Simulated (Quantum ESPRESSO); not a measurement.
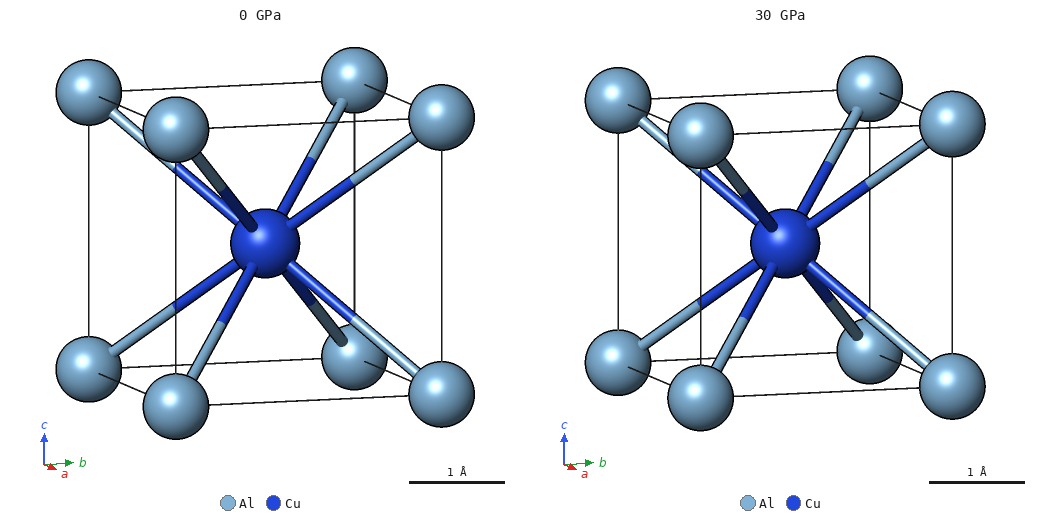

AlCu, caesium chloride (CsCl, B2) type, space group Pm-3m (No. 221), relaxed (cell and atoms) under a series of hydrostatic pressures; the conventional cell is drawn at the lowest and the highest, to one scale (sticks follow a distance rule). The start was a structure listed in the Materials Project. It needn't be the stable form of this composition.

Alike in all runs: Quantum ESPRESSO 7.5; functional PBEsol; potentials GBRV 1.5 PBEsol; cutoff 871 eV; k mesh 9 × 9 × 9 on the run's cell of 2 atoms; occupations fermi-dirac, width 0.05 eV; no spin polarisation; no spin-orbit coupling.

| pressure (GPa) | volume (Å³/atom) | a (Å) |
| --- | --- | --- |
| 0.0 | 12.934 | 2.957 |
| 2.1 | ? | ? |
| 5.1 | 12.470 | 2.922 |
| 10.2 | 12.088 | 2.892 |
| 20.3 | 11.478 | 2.842 |
| 30.3 | 11.000 | 2.802 |

What equation of state do the given rows imply, and what volume does it predict for the missing row?

The fit gives V0 = 12.94 Å³/atom, B0 = 128 GPa and B0′ = 4.7, which puts the volume at 2.1 GPa at 12.74 Å³/atom. The run gave volume 12.738 Å³/atom; a 2.942 Å.

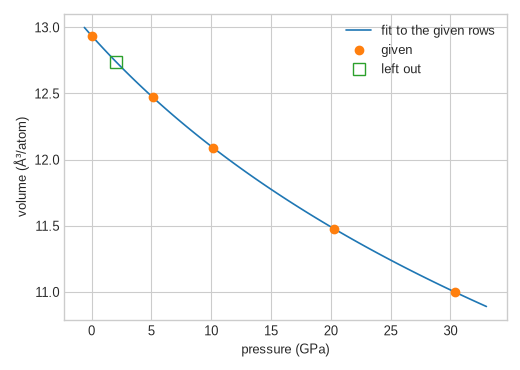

Volume against pressure, with the fit. The structure was kept in its own symmetry, so a change to another phase within this range wouldn't be seen.
